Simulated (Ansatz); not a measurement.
Single-point calculation of ZnS (part 2 of 2)

ZnS (slab, 16 atoms in the cell); DFT r2SCAN, scalar-relativistic, plane waves, PAW, no spin polarisation (Ansatz 0.2.0); cutoff 500 eV, 9×9×1 k-mesh, Gaussian smearing of 0.05 eV. The structure derives from an entry of the Crystallography Open Database. It belongs to a series of runs on one base structure; here: (0 0 1) slab cut from the bulk.

Geometry of the input (Å; fractional positions):
```
3.8087  0.0000  0.0000
-1.9044  3.2985  0.0000
0.0000  0.0000  37.6002
S  0.0000  0.0000  0.1995
Zn 0.3333  0.6667  0.2203
S  0.3333  0.6667  0.2825
Zn 0.0000  0.0000  0.3032
S  0.0000  0.0000  0.3652
Zn 0.6667  0.3333  0.3861
S  0.6667  0.3333  0.4482
Zn 0.0000  0.0000  0.4690
S  0.0000  0.0000  0.5310
Zn 0.3333  0.6667  0.5519
S  0.3333  0.6667  0.6140
Zn 0.0000  0.0000  0.6348
S  0.0000  0.0000  0.6968
Zn 0.6667  0.3333  0.7176
S  0.6667  0.3333  0.7798
Zn 0.0000  0.0000  0.8005
```

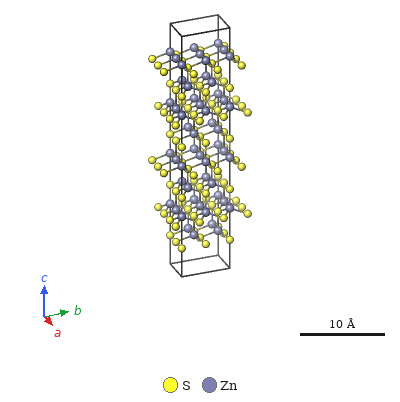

Fig. 1: The input geometry (ball-and-stick view of the 2 × 2 repeat of the cell, with the vacuum cut short, seen slightly off an axis; bonded neighbours outside the cell are drawn too).

**Output, continued**
```
--- Per-component energies (eV) ---
  E_band       = -601.465200
  E_kinetic    = 1896.655172
  E_local      = -124642.883642  (includes V_loc(G=0)·N_el)
  E_nonlocal   = 5171.800276
  E_hartree    = 60712.003315
  E_xc         = -1723.490049
  E_vxc        = -1182.432724  (∫ρ·V_xc dr)
  E_paw        = -19677.829830  (= ΣΔE_a)
  E_vpaw       = -3325.744610  (= ΣTr[D̂ρ^β])
  E_aug_tail   = -0.000511  (compensation charges beyond the density's cutoff)
  E_vtau       = 59.030217  (kinetic-family band-sum trace: ∫τ·v_τ [+ j·A + Jᵃ·Aᵃ] dr)
  E_efield     = 0.014185  (sawtooth field / dipole correction)
  E_vefield    = -1.940767  (∫n·V_field dr)
  E_ewald      = 44401.109686
  E_core_change = -2.339084  (= ΣΔE_core)
  E_smearing   = -0.008232  (= −TS)
  E_closure    = 0.000000  (closes the sum)
  Σ components = -33864.968715   (vs F -33864.968715, Δ=0.00e0)
--- Forces (eV/Å), atoms counted from 1 ---
  atom   1  S      0.00000000    -0.00000000     0.14939177
  atom   2  Zn    -0.00000000     0.00000000    -0.42373560
  atom   3  S     -0.00000000     0.00000000     0.45247782
  atom   4  Zn     0.00000000    -0.00000000    -0.33302600
  atom   5  S     -0.00000000     0.00000000     0.28233853
  atom   6  Zn     0.00000000    -0.00000000    -0.27323725
  atom   7  S      0.00000000    -0.00000000     0.27279329
  atom   8  Zn    -0.00000000     0.00000000    -0.27363009
  atom   9  S      0.00000000    -0.00000000     0.26957581
  atom  10  Zn    -0.00000000     0.00000000    -0.26984343
  atom  11  S     -0.00000000     0.00000000     0.26887948
  atom  12  Zn     0.00000000    -0.00000000    -0.28126615
  atom  13  S      0.00000000     0.00000000     0.23178261
  atom  14  Zn     0.00000000    -0.00000000    -0.36537684
  atom  15  S      0.00000000    -0.00000000     0.55422576
  atom  16  Zn    -0.00000000     0.00000000    -0.26131079
  max |Σ_I F_I| component: 3.89e-5 eV/Å
--- Stress (GPa, compression-positive) ---
       -0.655694      -0.000000      -0.000000
       -0.000000      -0.655694       0.000000
       -0.000000       0.000000       0.738841
  P = ⅓ Tr σ = -0.1908 GPa (-1.908 kbar)
--- Band table (eV; the first three rows and the last of 12) ---
  k-point 0: bands = ["-13.4763", "-12.8797", "-12.4111", "-11.9805", "-11.5531", "-11.1079", "-10.5696", "-9.5046", "-6.5791", "-6.5791", "-6.4625", "-6.1475", "-6.1475", "-6.1185", "-6.1185", "-6.0318", "-5.7019", "-5.7019", "-5.6559", "-5.6559", "-5.5796", "-5.2486", "-5.2486", "-5.2059", "-5.2059", "-5.1889", "-4.8255", "-4.8255", "-4.7990", "-4.7782", "-4.7782", "-4.4879", "-4.3981", "-4.3981", "-4.3564", "-4.3564", "-4.2382", "-3.9481", "-3.9481", "-3.9052", "-3.9052", "-3.8418", "-3.4627", "-3.4627", "-3.4550", "-3.3750", "-3.3750", "-3.1081", "-2.9488", "-2.9488", "-2.4873", "-1.7101", "-0.8637", "-0.6565", "-0.6565", "-0.0701", "-0.0701", "0.0309", "0.3919", "0.3919", "0.8257", "0.8257", "1.0212", "1.2493", "1.2493", "1.6963", "1.6963", "2.0768", "2.2170", "2.2170", "2.5456", "3.0982", "3.0982", "3.9978", "4.2646", "4.6896", "4.9005", "5.4568", "5.7876", "6.4065", "6.4744", "7.1178", "7.1178", "7.1268", "7.5115", "7.7549", "7.7549", "8.0777"]
  k-point 1: bands = ["-13.4001", "-12.8080", "-12.3407", "-11.9112", "-11.4837", "-11.0403", "-10.5042", "-9.4369", "-6.5778", "-6.5587", "-6.4427", "-6.1462", "-6.1312", "-6.1229", "-6.1114", "-6.0196", "-5.7038", "-5.6970", "-5.6560", "-5.6380", "-5.5651", "-5.2467", "-5.2286", "-5.2208", "-5.2035", "-5.1665", "-4.8316", "-4.8081", "-4.7955", "-4.7729", "-4.7563", "-4.4453", "-4.3948", "-4.3781", "-4.3538", "-4.3436", "-4.2001", "-3.9512", "-3.9426", "-3.9050", "-3.8879", "-3.8216", "-3.4900", "-3.4614", "-3.3807", "-3.3591", "-3.3536", "-3.0920", "-2.9556", "-2.9482", "-2.4492", "-1.7394", "-1.2559", "-0.9258", "-0.8311", "-0.6282", "-0.2706", "-0.2348", "0.0456", "0.2327", "0.2452", "0.6424", "0.6668", "0.9862", "1.0930", "1.1510", "1.5414", "1.6225", "2.0688", "2.3018", "2.4924", "2.6072", "2.9473", "4.5320", "4.7075", "5.2121", "5.4236", "5.9820", "6.3066", "6.4817", "6.7207", "7.0055", "7.2640", "7.4220", "7.5127", "7.6225", "7.8605", "8.0334"]
  k-point 2: bands = ["-13.1957", "-12.6175", "-12.1532", "-11.7272", "-11.2993", "-10.8610", "-10.3315", "-9.2576", "-6.5660", "-6.5084", "-6.3856", "-6.1392", "-6.1268", "-6.1136", "-6.0667", "-5.9802", "-5.7047", "-5.6865", "-5.6508", "-5.5874", "-5.5183", "-5.2394", "-5.2333", "-5.2030", "-5.1691", "-5.1134", "-4.8314", "-4.7972", "-4.7841", "-4.7364", "-4.6880", "-4.4089", "-4.3819", "-4.3534", "-4.3183", "-4.2753", "-4.0758", "-3.9426", "-3.9323", "-3.8968", "-3.8373", "-3.7685", "-3.5002", "-3.4548", "-3.3421", "-3.2996", "-3.2560", "-3.1085", "-2.9709", "-2.9432", "-2.6699", "-2.2304", "-1.9325", "-1.6973", "-1.2364", "-1.2329", "-1.1716", "-0.6827", "-0.6179", "-0.4570", "-0.1673", "-0.1404", "0.2241", "0.2961", "0.4842", "0.7263", "0.9349", "1.1791", "1.5627", "1.7184", "2.5643", "2.5748", "2.5929", "4.8396", "5.2581", "5.7010", "5.8226", "6.3554", "6.5478", "6.6280", "6.7810", "7.2602", "7.4620", "7.5281", "7.7726", "7.8849", "7.9999", "8.2006"]
  k-point 11: bands = ["-12.6262", "-12.1076", "-11.6438", "-11.2346", "-10.7982", "-10.3819", "-9.8725", "-8.7799", "-6.4645", "-6.2706", "-6.2106", "-6.1372", "-6.0486", "-6.0085", "-5.9197", "-5.7120", "-5.6569", "-5.6364", "-5.5619", "-5.3720", "-5.2331", "-5.2161", "-5.1398", "-5.1147", "-5.0171", "-4.8139", "-4.7669", "-4.7522", "-4.7054", "-4.5227", "-4.5035", "-4.3959", "-4.3846", "-4.3462", "-4.2877", "-4.2623", "-4.1617", "-3.9633", "-3.9099", "-3.8876", "-3.8084", "-3.7742", "-3.6129", "-3.5472", "-3.4851", "-3.4685", "-3.4019", "-3.3611", "-3.2228", "-3.1140", "-2.9746", "-2.9430", "-2.9367", "-2.6830", "-2.6549", "-2.5340", "-2.4326", "-2.0073", "-1.8572", "-1.6938", "-1.4276", "-1.4019", "-1.3943", "-0.8969", "-0.6996", "-0.5271", "-0.4565", "0.0558", "0.4480", "0.6003", "1.0657", "2.4199", "3.2913", "5.3840", "5.5290", "6.2921", "6.4398", "6.6795", "7.2526", "7.3218", "7.3897", "7.7986", "8.0780", "8.0784", "8.2824", "8.5702", "8.6614", "8.8459"]
```

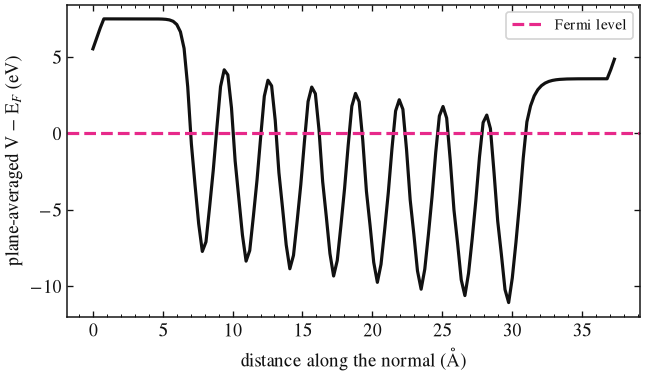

Fig. 2: Plane average of the electrostatic potential energy of an electron across the cell, from the Fermi level. The vacuum level lies 3.56 eV above the Fermi level on the upper side and 7.48 eV on the lower.

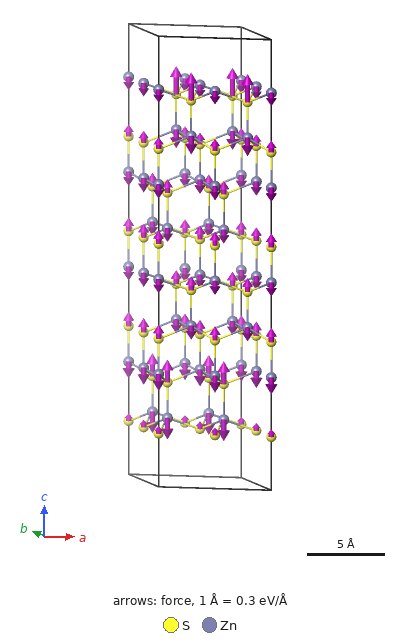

Fig. 3: Forces on the atoms as pink arrows (ball-and-stick view of the 2 × 2 repeat of the cell, with the vacuum cut short, seen slightly off an axis). The largest act on S15 (0.55 eV/Å); S3 (0.45 eV/Å); Zn2 (0.42 eV/Å); Zn14 (0.37 eV/Å), among others. Atoms are counted from 1 in the order of the input and aren't labelled in the picture. The geometry is not a stationary point of this energy.

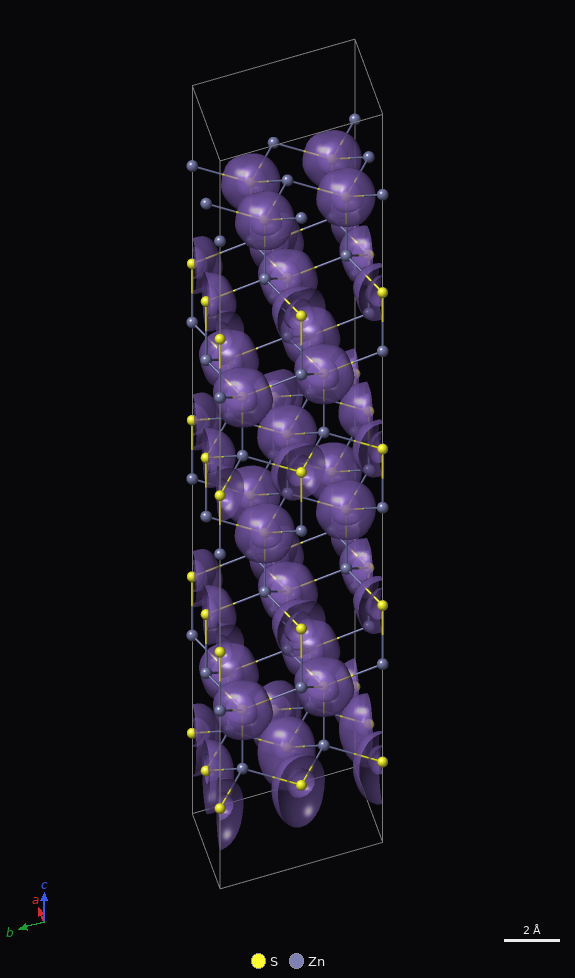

Fig. 4: Isosurface of the electron localisation function at 0.75 (purple), seen at an oblique angle. Core shells and regions of very low density are left out. Sticks mark near contacts. Counts are for one cell; the picture repeats the cell along the surface. Along the contacts the grid gives the following. Zn–S (2.33 Å): the ELF is about 0.55 at the midpoint; a polar contact without a shared pair, in a metal. Core electrons are frozen (PAW), so the fields are smoothed inside the atomic spheres.

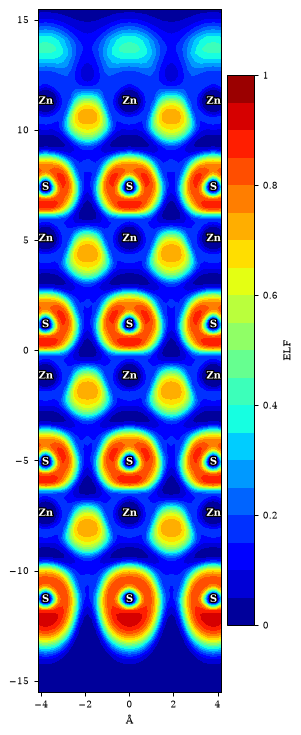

Fig. 5: Electron localisation function on the (11̄0) plane of the calculation cell, a cut from vacuum to vacuum. The plane passes through S and Zn nuclei. Zn–S (2.33 Å): the ELF is about 0.55 at the midpoint (a polar contact without a shared pair, in a metal).

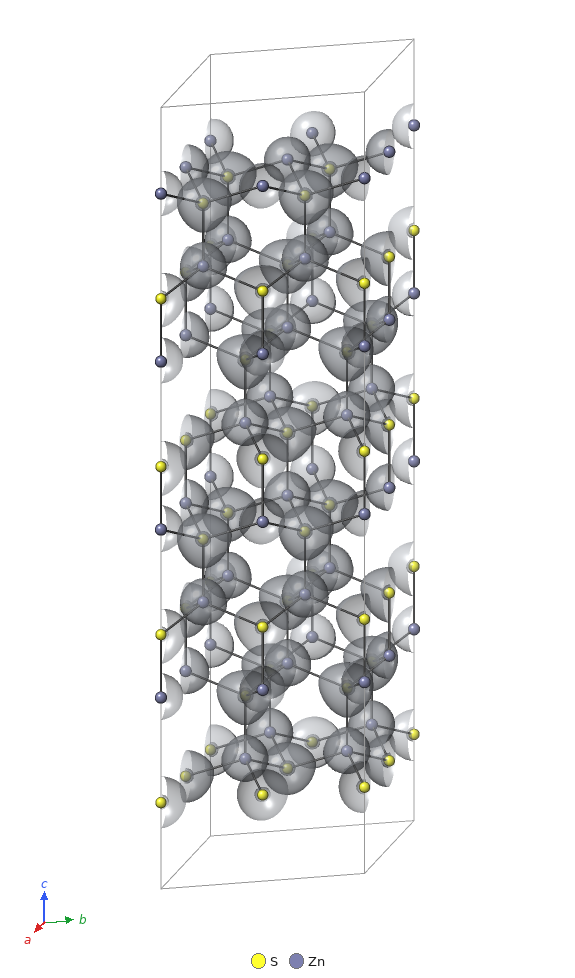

Fig. 6: Isosurface of the valence electron density at 0.6 e/Å³ (grey), seen slightly off an axis. Sticks mark near contacts. At this value the density breaks into separate islands; it holds about 70 % of the electrons treated as valence. It is pinched off along the Zn–S (2.33 Å) contacts. On the grid the lowest density along these lines, outside the cores, is 0.45 e/Å³ (Zn–S, 2.33 Å).

**Summary**

```csv
quantity,value
outcome,converged
electrons treated,144
free energy,−33864.9687 eV
"work function, top face",3.56 eV
"work function, bottom face",7.48 eV
Fermi energy,2.614 eV
gap on the k-point mesh,none (metallic)
work function (upper face),3.56 eV
largest force (length of the vector),0.554 eV/Å
hardware,"4 threads of Arm Neoverse V2, 24 GiB of memory available, shared host"
wall time,65 s (CPU time 4.2 min)
peak memory,2.2 GiB
```

**Remarks**

The program warns: the exchange-correlation potential is rough where the density is thin.
